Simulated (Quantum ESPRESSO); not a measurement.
# AlN (F-43m): from Born charge to LO-TO splitting

How high does the longitudinal optical mode of AlN (F-43m) lie, given the transverse one, the Born charge and ε∞?

Program: Quantum ESPRESSO 7.5. Level of theory: DFT LDA, scalar-relativistic, plane waves, GBRV ultrasoft pseudopotentials. Results are calculated unless marked as measured.

## 1. Set-up

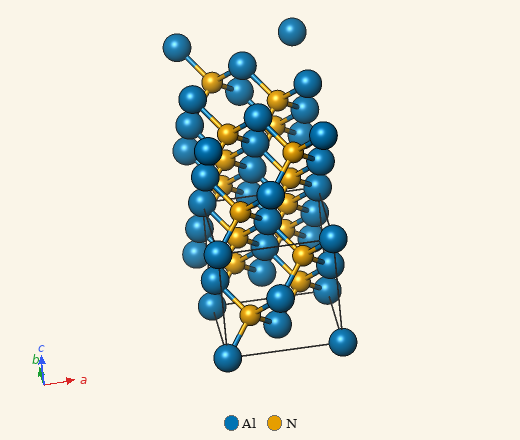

Start, viewed from a free direction; aluminium blue, nitrogen orange. 1×2×2 cells are drawn. This picture shows the conventional cell, with its axes. Bonds to atoms that aren't drawn are left out. Some periodic images of atoms are drawn too.

As a file:

```cif
data_structure
_symmetry_space_group_name_H-M 'P 1'
_symmetry_Int_Tables_number 1
_cell_length_a 3.0749
_cell_length_b 3.0749
_cell_length_c 3.0749
_cell_angle_alpha 60.000
_cell_angle_beta 60.000
_cell_angle_gamma 60.000
_cell_volume 20.56
loop_
_atom_site_label
_atom_site_type_symbol
_atom_site_fract_x
_atom_site_fract_y
_atom_site_fract_z
_atom_site_occupancy
Al1 Al 0.00000 0.00000 0.00000 1
N2 N 0.75000 0.75000 0.75000 1
```

This is the cell after its relaxation at this level of theory, not the database cell from which that began.

## 2. What the response run gave

A linear-response run on the relaxed cell, with the response to an electric field; only its zone-centre results are used. Cutoff 55 Ry, k mesh 8×8×8.

The program printed:

```text
[banners, grids, parts of the stress and lines that vanish by symmetry left out]
Program PHONON v.7.5
     Reading xml data from directory:

[...]
Exchange-correlation= PZ
                           (   1   1   0   0   0   0   0)
[...]
kinetic-energy cut-off    =      55.0000  Ry
     charge density cut-off    =     440.0000  Ry
     convergence threshold     =      1.0E-18
[...]
Exchange-correlation= PZ
                           (   1   1   0   0   0   0   0)
[...]
q = (   0.0000000   0.0000000   0.0000000 )
     25 Sym.Ops. (with q -> -q+G )
     G cutoff =  376.3149  (  21595 G-vectors)     FFT grid: ( 40, 40, 40)
     G cutoff =  188.1575  (   7727 G-vectors)  smooth grid: ( 27, 27, 27)
     number of k points=    29
[...]
Mode symmetry, T_d (-43m)  point group:
[...]
Dielectric constant
[...]
End of electric fields calculation
          Dielectric constant in cartesian axis
          (       4.573513674      -0.000000000      -0.000000000 )
          (      -0.000000000       4.573513674      -0.000000000 )
          (      -0.000000000       0.000000000       4.573513674 )
          Effective charges (d Force / dE) in cartesian axis without acoustic sum rule applied (asr)
           atom    1  Al    Mean Z*:        2.54318
      Ex  (        2.54318       -0.00000        0.00000 )
      Ey  (       -0.00000        2.54318       -0.00000 )
      Ez  (        0.00000       -0.00000        2.54318 )
           atom    2  N     Mean Z*:       -2.54801
      Ex  (       -2.54801       -0.00000       -0.00000 )
      Ey  (        0.00000       -2.54801        0.00000 )
      Ez  (       -0.00000        0.00000       -2.54801 )
          Effective charges Sum: Mean:       -0.00483
[...]
Effective charges (d Force / dE) in cartesian axis with asr applied:
           atom    1  Al    Mean Z*:        2.54559
[...]
atom    2  N     Mean Z*:       -2.54559
[...]
Representation #   1 modes #   1   2   3
[...]
End of self-consistent calculation
     Convergence has been achieved
     Representation #   2 modes #   4   5   6
[...]
End of self-consistent calculation
     Convergence has been achieved
[...]
Dielectric constant in cartesian axis
          (       4.573513674      -0.000000000      -0.000000000 )
          (      -0.000000000       4.573513674      -0.000000000 )
          (      -0.000000000       0.000000000       4.573513674 )
          Effective charges (d Force / dE) in cartesian axis without acoustic sum rule applied (asr)
           atom    1  Al    Mean Z*:        2.54318
      Ex  (        2.54318       -0.00000        0.00000 )
      Ey  (       -0.00000        2.54318       -0.00000 )
      Ez  (        0.00000       -0.00000        2.54318 )
           atom    2  N     Mean Z*:       -2.54801
      Ex  (       -2.54801       -0.00000       -0.00000 )
      Ey  (        0.00000       -2.54801        0.00000 )
      Ez  (       -0.00000        0.00000       -2.54801 )
          Effective charges Sum: Mean:       -0.00483
[...]
Effective charges (d Force / dE) in cartesian axis with asr applied:
           atom    1  Al    Mean Z*:        2.54559
[...]
atom    2  N     Mean Z*:       -2.54559
[...]
q = (    0.000000000   0.000000000   0.000000000 )
[...]
freq (    1) =      -0.259438 [THz] =      -8.653927 [cm-1]
     freq (    2) =      -0.259438 [THz] =      -8.653927 [cm-1]
     freq (    3) =      -0.259438 [THz] =      -8.653927 [cm-1]
     freq (    4) =      20.009372 [THz] =     667.440795 [cm-1]
     freq (    5) =      20.009372 [THz] =     667.440795 [cm-1]
     freq (    6) =      20.009372 [THz] =     667.440795 [cm-1]
[...]
Mode symmetry, T_d (-43m)  point group:
     freq (   1-   3) =         -8.7  [cm-1]   --> T_2  G_15 P_4   I+R
     freq (   4-   6) =        667.4  [cm-1]   --> T_2  G_15 P_4   I+R

   JOB DONE.
```

```
                       quantity   value
             cell volume Ω (Å³)  20.558
                 mass of Al (u)  26.982
                  mass of N (u)  14.007
     Born charge of Al, raw (e)   2.543
      Born charge of N, raw (e)  -2.548
                             ε∞   4.574
ω(TO) after the sum rule (cm⁻¹)   667.5
```

## 3. The calculation

The charges must sum to zero over the cell; taking off their mean, -0.002 e, leaves Z* = 2.546 e on Al. In the polar mode Al moves against N, so the reduced mass is μ = 26.98 × 14.01 / 40.99 = 9.220 u.

A longitudinal wave builds up a field that adds to the restoring force: ω(LO)² = ω(TO)² + 4π Z*² / (μ Ω ε∞), in Hartree atomic units. With μ = 16808 electron masses and Ω = 138.73 bohr³ the second term is 7.6359e-06 Ha², or 367814 cm⁻² (1 Ha = 219474.6 cm⁻¹).

So ω(LO) = √(445556 + 367814) = 901.9 cm⁻¹, and by the Lyddane-Sachs-Teller relation ε₀ = ε∞ (ω(LO)/ω(TO))² = 8.35.

## 4. Check against the program

The analysis program adds the same non-analytic term to the full matrix, here for q along (1 0 0).

The program printed:

```text
[banner, memory and clock lines left out]
Program DYNMAT v.7.5

     Reading Dynamical Matrix from file g.dyn
     ...Force constants read
     ...epsilon and Z* read

     Polarizability (A^3 units)
     multiply by 0.456377 for Clausius-Mossotti correction
         5.846040   -0.000000   -0.000000
        -0.000000    5.846040    0.000000
        -0.000000   -0.000000    5.846040

     IR activities are in (D/A)^2/amu units

# mode   [cm-1]    [THz]      IR
    1     -0.00   -0.0000    0.0000
    2      0.00    0.0000    0.0000
    3      0.00    0.0000    0.0000
    4    667.50   20.0113   16.2143
    5    667.50   20.0113   16.2143
    6    901.87   27.0374   16.2143
```

ε₀ comes from the program's run without a direction of q.

```
    quantity  by hand  program
ω(LO) (cm⁻¹)    901.9    901.9
          ε₀     8.35     8.35
```

## 5. Outcome

```yaml
to_mode: 667.5 cm⁻¹
lo_mode: 901.9 cm⁻¹
static_dielectric_constant: 8.349
```

**Reading.** The LO mode of AlN (F-43m) lies at 902 cm⁻¹, 234 cm⁻¹ above the TO mode; the formula meets the program within 0.1 cm⁻¹, as it must for a cubic crystal with one polar mode. ω(LO)² − ω(TO)² goes with Z*²/ε∞: an error of 5 % in ε∞ would move the LO mode by 9.8 cm⁻¹, and semilocal functionals tend to overestimate ε∞. These are harmonic values at zero temperature, at the volume of this functional, for the structure held cubic; stability elsewhere in the zone is no part of this calculation.

[Host names and launcher messages were left out of these logs when they were recorded.]

[Logs are printed without paths, hosts, clocks, repeated set-up lines and the standing remarks that a program may print on its own settings, such as how far it seeks lower states.]

[Hosts, paths, dates, database ids (printed as entryN), source tags and the programs' standing remarks are cut or masked in the printed files.]
